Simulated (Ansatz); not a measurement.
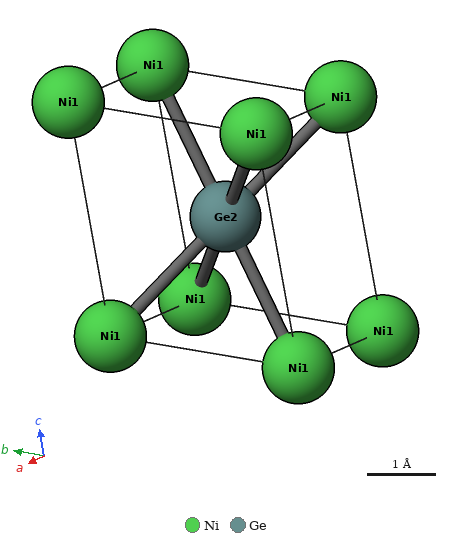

The structure (ball-and-stick view of the reduced cell, seen slightly off an axis; atoms are numbered from 1 in the order of the input). An atom can appear more than once, as a periodic image. Near neighbours in the periodic cell (some may lie outside the picture): Ni has 6 Ge at 2.48 Å; Ge has 6 Ni at 2.48 Å.

## What a change does: single-point calculation on NiGe

System: NiGe (R-3m, 2 atoms in the cell).
Method of the first run: DFT r2SCAN, scalar-relativistic, plane waves, PAW, no spin polarisation (Ansatz 0.2.0).

The structure was built on a prototype by a generator; it need not be a known phase. Text and figures count atoms from 1; the logs count them from 0 in places.

## Input file, the first run
```yaml
crystal:
  lattice:
    - [1.4835573452, 1.4835573452, 3.4858559201]
    - [1.4835573452, 3.4858559201, 1.4835573452]
    - [3.4858559201, 1.4835573452, 1.4835573452]
  atoms:
    - { symbol: Ni, position: [0.0, 0.0, 0.0] }
    - { symbol: Ge, position: [0.5, 0.5, 0.5] }
basis:
  ecutwfc: 500
kpoints:
  mp_grid: { grid: [18, 18, 18] }
hamiltonian:
  xc: r2scan
scf:
  occupations: { method: gaussian, width: 0.1 }
  lower_state_search: "off"
output:
  forces: true
  stress: true
  eigenvalues: true
  write_density: true
  write_potential: true
  elf: true
  volumetric_format: npy
```

Command:
```bash
ansatz run input.yaml --threads 1 --pin off --max-ram 2560MiB --backend cpu --events-out ev --progress --plain --runs-dir out
```

Hardware: 1 thread of Intel Xeon @ 2.50GHz (Skylake/Cascade Lake), 189 GiB of memory available, shared host.

## Output, shortened to warnings, some set-up lines, iterations and results (the first run)
```
Basis set: ecut = 500 eV, 661 PW (Γ), FFT grids on a1−a2, a2, −a2+a3, exchange–correlation on 96×120×96 points (64 copies of the dense FFT grid, shifted against one another)
Symmetry: 12 space group operations
k-points: 580 of 5832
Initial density: superposition of atomic densities (neutral atoms: chi_scale 0, normalization atom), corrected by the library's trained network
[...]
SCF iter   1: F=-10148.083534 eV  HF=-10148.130354 eV  |F-HF|=4.68e-2  |Δ(HF+E_count)|=         —  Δρ=2.94e-2  dr2=1.59e-1  dr2_τ=4.66e-2  ethr=1.77e-3  ⟨swp⟩=4.6  Hψ=47161  …
SCF iter   2: F=-10148.120690 eV  HF=-10148.207119 eV  |F-HF|=8.64e-2  |Δ(HF+E_count)|=   7.68e-2  Δρ=2.14e-2  dr2=6.76e-2  dr2_τ=9.86e-4  ethr=4.97e-4  ⟨swp⟩=2.3  Hψ=24462  …
SCF iter   3: F=-10148.185238 eV  HF=-10148.197027 eV  |F-HF|=1.18e-2  |Δ(HF+E_count)|=   1.01e-2  Δρ=9.54e-3  dr2=1.71e-2  dr2_τ=7.04e-5  ethr=2.11e-4  ⟨swp⟩=2.0  Hψ=19195  …
SCF iter   4: F=-10148.195438 eV  HF=-10148.195216 eV  |F-HF|=2.23e-4  |Δ(HF+E_count)|=   1.81e-3  Δρ=1.89e-3  dr2=4.85e-4  dr2_τ=2.56e-5  ethr=5.35e-5  ⟨swp⟩=1.0  Hψ=16311  …
SCF iter   5: F=-10148.195346 eV  HF=-10148.195460 eV  |F-HF|=1.14e-4  |Δ(HF+E_count)|=   2.45e-4  Δρ=1.74e-3  dr2=5.08e-4  dr2_τ=3.34e-6  ethr=1.51e-6  ⟨swp⟩=2.3  Hψ=23505  …
SCF iter   6: F=-10148.195560 eV  HF=-10148.195612 eV  |F-HF|=5.20e-5  |Δ(HF+E_count)|=   1.52e-4  Δρ=8.94e-4  dr2=1.38e-4  dr2_τ=6.05e-7  ethr=1.51e-6  ⟨swp⟩=2.0  Hψ=17797  …
SCF iter   7: F=-10148.195620 eV  HF=-10148.195629 eV  |F-HF|=8.58e-6  |Δ(HF+E_count)|=   1.65e-5  Δρ=3.38e-4  dr2=2.08e-5  dr2_τ=3.02e-7  ethr=4.30e-7  ⟨swp⟩=2.1  Hψ=16301  …
SCF iter   8: F=-10148.195627 eV  HF=-10148.195627 eV  |F-HF|=8.13e-8  |Δ(HF+E_count)|=   1.68e-6  Δρ=4.81e-5  dr2=5.78e-7  dr2_τ=3.84e-9  ethr=6.51e-8  ⟨swp⟩=2.5  Hψ=15279  …
SCF iter   9: F=-10148.195627 eV  HF=-10148.195627 eV  |F-HF|=1.80e-8  |Δ(HF+E_count)|=   3.21e-7  Δρ=1.64e-5  dr2=5.04e-8  dr2_τ=4.71e-10  ethr=3.13e-10  ⟨swp⟩=9.2  Hψ=88180 …
SCF 1 converged in 9 iterations: F = -10148.195627 eV  dr2 = 5.04e-8
  Residual-converged pass: ⟨swp⟩=1.0  Hψ=13924  notcnv=0  max |occ|·‖R‖ = 7.0e-9 eV (tolerance 1.0e-8 eV)  dr2=5.04e-8  dr2_τ=4.71e-10  dr2_onsite=9.62e-9  max |Δocc| = 2.6e-10
SCF converged after 9 iterations
Free energy (F): -10148.195627 eV
Harris-Foulkes:  -10148.195627 eV  (|F-HF|=1.80e-8)
Internal energy: -10148.188131 eV  (E = F + TS)
E sigma→0 (E₀):  -10148.191879 eV
Entropy (-TS):   -0.007497 eV (-3.748 meV/atom)
Fermi energy:    16.157960 eV
--- Per-component energies (eV) ---
  E_band       = -398.130657
  E_kinetic    = 397.207381
  E_local      = -5663.364605  (includes V_loc(G=0)·N_el)
  E_nonlocal   = 1066.185192
  E_hartree    = 2435.707771
  E_xc         = -148.454379
  E_vxc        = -185.870752  (∫ρ·V_xc dr)
  E_paw        = -3683.803127  (= ΣΔE_a)
  E_vpaw       = -896.267959  (= ΣTr[D̂ρ^β])
  E_aug_tail   = 0.000258  (compensation charges beyond the density's cutoff)
  E_vtau       = 12.581423  (kinetic-family band-sum trace: ∫τ·v_τ [+ j·A + Jᵃ·Aᵃ] dr)
  E_ewald      = -4550.280788
  E_core_change = -1.385834  (= ΣΔE_core)
  E_smearing   = -0.007497  (= −TS)
  E_closure    = -0.000000  (closes the sum)
  Σ components = -10148.195627   (vs F -10148.195627, Δ=0.00e0)
--- Forces (eV/Å), atoms counted from 1 ---
  atom   1  Ni     0.00000000     0.00000000    -0.00000000
  atom   2  Ge     0.00000000    -0.00000000     0.00000000
  max |Σ_I F_I| component: 2.67e-29 eV/Å
--- Stress (GPa, compression-positive) ---
        0.002636      -0.001064      -0.001064
       -0.001064       0.002636      -0.001064
       -0.001064      -0.001064       0.002636
  P = ⅓ Tr σ = 0.0026 GPa (0.026 kbar)
```

For the second run the input was changed thus:
```diff
-    - { symbol: Ni, position: [0.0, 0.0, 0.0] }
+    - { symbol: Ni, position: [0.0, 0.0, 0.0], spin: 2.5 }
-  write_density: true
-  write_potential: true
-  elf: true
-  volumetric_format: npy
+  populations: true
+magnetization:
+  spin_polarized: true
```

Predict how the results change.

The energy is the same within 0.01 meV per atom. With spin allowed, the absolute moment of the cell comes to 0.00 μB. The SCF takes 28 iterations against 9. On the same kind of shared host the second run took about 4.3 times as long. The two runs start from different initial densities, which also moves the count.

## Output, shortened to warnings, some set-up lines, iterations and results (the second run)
```
WARN: the starting moments were not kept: the SCF closed with an absolute magnetisation of 5.9e-5 μB, where they sum to 2.5 μB in size (1 site). That is at most 0.1 of that sum. Measured as dr2_m measures the in/out step, that magnetisation stands 6.7e-9 eV from none, at or under the dr2_threshold of 1.0e-7 eV: it is no larger than a step whose dr2_m would equal this threshold. The system may …
Basis set: ecut = 500 eV, 661 PW (Γ), FFT grids on a1−a3, a2−a3, a3, exchange–correlation on 96×96×120 points (64 copies of the dense FFT grid, shifted against one another)
Symmetry: 12 space group operations
k-points: 580 of 5832
Initial density: superposition of atomic densities (chi_scale 0.1, normalization cell)
[...]
SCF iter   1: F=-10144.857916 eV  HF=-10147.606983 eV  |F-HF|=2.75e0  |Δ(HF+E_count)|=         —  Δρ=2.23e-1 (↑8.76e-2 ↓2.23e-1)  dr2=4.58e0  dr2_τ=6.31e-2  dr2_m=5.57e0  …
SCF iter   2: F=-10147.902535 eV  HF=-10147.678177 eV  |F-HF|=2.24e-1  |Δ(HF+E_count)|=   7.12e-2  Δρ=1.05e-1 (↑9.70e-2 ↓1.05e-1)  dr2=3.36e-1  dr2_τ=9.65e-3  dr2_m=2.35e0  …
SCF iter   3: F=-10147.877968 eV  HF=-10147.885704 eV  |F-HF|=7.74e-3  |Δ(HF+E_count)|=   2.08e-1  Δρ=9.37e-2 (↑6.94e-2 ↓9.37e-2)  dr2=4.05e-1  dr2_τ=7.09e-3  dr2_m=1.54e0  …
SCF iter   4: F=-10147.713630 eV  HF=-10147.977892 eV  |F-HF|=2.64e-1  |Δ(HF+E_count)|=   9.22e-2  Δρ=7.81e-2 (↑7.81e-2 ↓2.38e-2)  dr2=5.82e-1  dr2_τ=4.14e-3  dr2_m=5.92e-1  …
SCF iter   5: F=-10148.115484 eV  HF=-10148.025235 eV  |F-HF|=9.02e-2  |Δ(HF+E_count)|=   4.73e-2  Δρ=5.16e-2 (↑5.16e-2 ↓4.27e-2)  dr2=1.43e-2  dr2_τ=3.17e-3  dr2_m=5.26e-1  …
[... 19 lines ...]
SCF iter  25: F=-10148.195627 eV  HF=-10148.195627 eV  |F-HF|=3.37e-8  |Δ(HF+E_count)|=   1.25e-6  Δρ=6.36e-6 (↑5.88e-6 ↓6.36e-6)  dr2=9.77e-9  dr2_τ=1.60e-10  dr2_m=2.63e-10 …
SCF iter  26: F=-10148.195627 eV  HF=-10148.195627 eV  |F-HF|=1.05e-7  |Δ(HF+E_count)|=   1.39e-7  Δρ=8.50e-6 (↑3.39e-6 ↓8.50e-6)  dr2=4.83e-9  dr2_τ=2.83e-11  dr2_m=6.86e-9  …
SCF iter  27: F=-10148.195627 eV  HF=-10148.195627 eV  |F-HF|=1.50e-8  |Δ(HF+E_count)|=   1.58e-7  Δρ=4.18e-6 (↑4.18e-6 ↓2.33e-6)  dr2=1.55e-9  dr2_τ=1.57e-11  dr2_m=2.18e-9  …
SCF iter  28: F=-10148.195627 eV  HF=-10148.195627 eV  |F-HF|=2.35e-9  |Δ(HF+E_count)|=   3.16e-8  Δρ=1.48e-6 (↑1.48e-6 ↓9.91e-7)  dr2=6.54e-10  dr2_τ=4.62e-12  …
SCF 1 converged in 28 iterations: F = -10148.195627 eV  dr2 = 6.54e-10
this state was not tested for a lower state beside it, because the mixer in use, unlike msr1, does not test its closes by its own steps (another_mixer; see scf.mixing.algorithm and scf.lower_state_search)
SCF converged after 28 iterations
Magnetization: -0.0001 μB (16.0000 up, 16.0000 down)
Absolute magnetization: 0.0001 μB (∫|ρ↑−ρ↓|, with the PAW one-centre terms)
Spin contamination: 0.0000 ħ² per cell (⟨S²⟩ above its minimum at these occupations)
Per-site moments (μB) at R_I (Å): [(-5.035302254607891e-5, 1.0223734787680256), (-3.0469272985790924e-6, 1.0223734787680256)]
Free energy (F): -10148.195627 eV
Harris-Foulkes:  -10148.195627 eV  (|F-HF|=2.35e-9)
Internal energy: -10148.188131 eV  (E = F + TS)
E sigma→0 (E₀):  -10148.191879 eV
Entropy (-TS):   -0.007497 eV (-3.748 meV/atom)
Fermi energy:    16.158053 eV
--- Per-component energies (eV) ---
  E_band       = -398.126591
  E_kinetic    = 397.207803
  E_local      = -5663.352607  (includes V_loc(G=0)·N_el)
  E_nonlocal   = 1066.181008
  E_hartree    = 2435.697926
  E_xc         = -148.454839
  E_vxc        = -185.871406  (∫ρ·V_xc dr)
  E_paw        = -3683.801057  (= ΣΔE_a)
  E_vpaw       = -896.267492  (= ΣTr[D̂ρ^β])
  E_aug_tail   = 0.000258  (compensation charges beyond the density's cutoff)
  E_vtau       = 12.581460  (kinetic-family band-sum trace: ∫τ·v_τ [+ j·A + Jᵃ·Aᵃ] dr)
  E_ewald      = -4550.280788
  E_core_change = -1.385834  (= ΣΔE_core)
  E_smearing   = -0.007497  (= −TS)
  E_closure    = 0.000000  (closes the sum)
  Σ components = -10148.195627   (vs F -10148.195627, Δ=0.00e0)
--- Forces (eV/Å), atoms counted from 1 ---
  atom   1  Ni    -0.00000000    -0.00000000    -0.00000000
  atom   2  Ge     0.00000000    -0.00000000    -0.00000000
  max |Σ_I F_I| component: 1.34e-29 eV/Å
--- Stress (GPa, compression-positive) ---
        0.001048      -0.001086      -0.001086
       -0.001086       0.001048      -0.001086
       -0.001086      -0.001086       0.001048
  P = ⅓ Tr σ = 0.0010 GPa (0.010 kbar)
--- Löwdin populations: 2 sites ---
  site symbol       q [e]    m [muB]
     0     Ni     17.4969    -0.0000
     1     Ge     14.3283    -0.0000
  spilling = 0.005465 (of n_electrons = 32.000000)
```

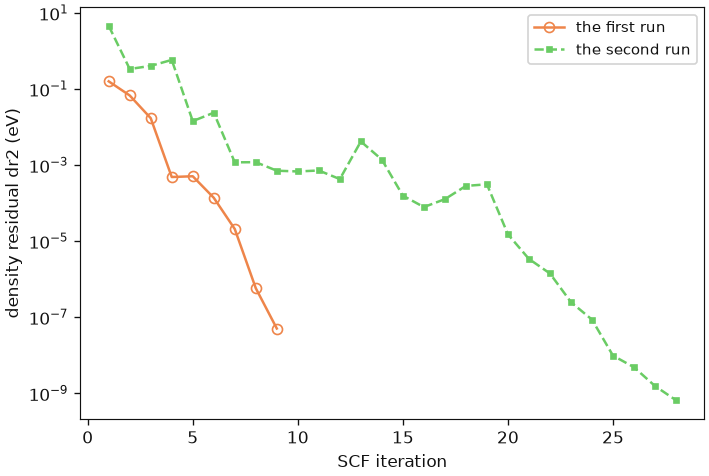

Convergence of the two runs: density residual dr2 against the SCF iteration. The first run takes 9 iterations in all, and the second run takes 28.

## The two runs side by side

```tsv
quantity	the first run	the second run
outcome	converged	converged
free energy per atom (eV)	−5074.0978	−5074.0978
energy per atom, smearing taken to zero (eV)	−5074.0959	−5074.0959
gap on the mesh (eV)	0.00	0.00
pressure (GPa)	0.00	0.00
largest force (eV/Å)	0.000	0.000
SCF iterations	9	28
irreducible k-points	580	580
plane waves at Γ	661	661
net moment of the cell (μB)	–	0.00
absolute moment of the cell (μB)	–	0.00
wall time (shared host)	99 s	7.1 min
```

For the first run: The run has no spin polarisation, so a magnetic state may lie lower. For the second run: The electronic state found may not be the lowest one. Warnings: some starting moments were not kept; the state was not tested for a lower one.
